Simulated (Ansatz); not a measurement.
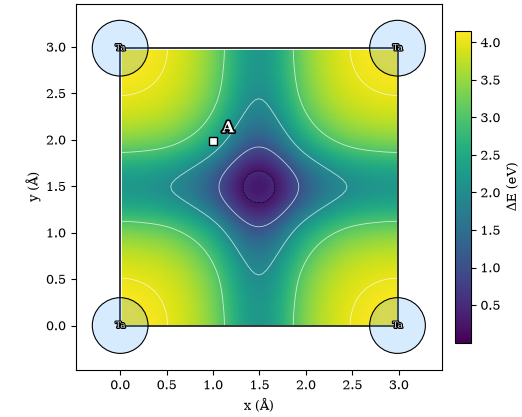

N on a Ta(100) slab cut from the Fm-3m phase, its upper half relaxed before the scan (12 atoms of substrate and one adsorbate in a 2 × 2 cell). N is moved over the surface cell; relaxed at each place: the height of the adsorbate's atoms; substrate rigid; the origin of the map has the adsorbate above Ta9. Places are given modulo a cell vector. The map is drawn in real space over the plane of the surface. The scan uses a 6 × 6 grid; 10 points were computed and 26 follow by symmetry. Places are given in fractions of the 1 × 1 surface cell. Energies: eV, counted from the lowest grid point. Theory: Ansatz 0.2.0, DFT PBE, scalar-relativistic, plane waves, PAW. Settings: cutoff 420 eV, k-mesh 5×5×1, gaussian smearing 0.1 eV, no spin polarisation.

In the figure: a smooth colour map with a few white contour lines, labelled circles for the atoms of the top layer and small ones for the second layer, the outline of one cell of the plane, the point A. Between grid points the surface is interpolated.

Question: Is A at rest? If not, where is it pushed?

Answer: A, at (2/6, 4/6) of the cell vectors, is not a stationary point. The computed force is 3.6 eV/Å in the plane, pointing down and right in the picture (components 2.6 and −2.6 eV/Å).

PAW datasets: the set soft_1.
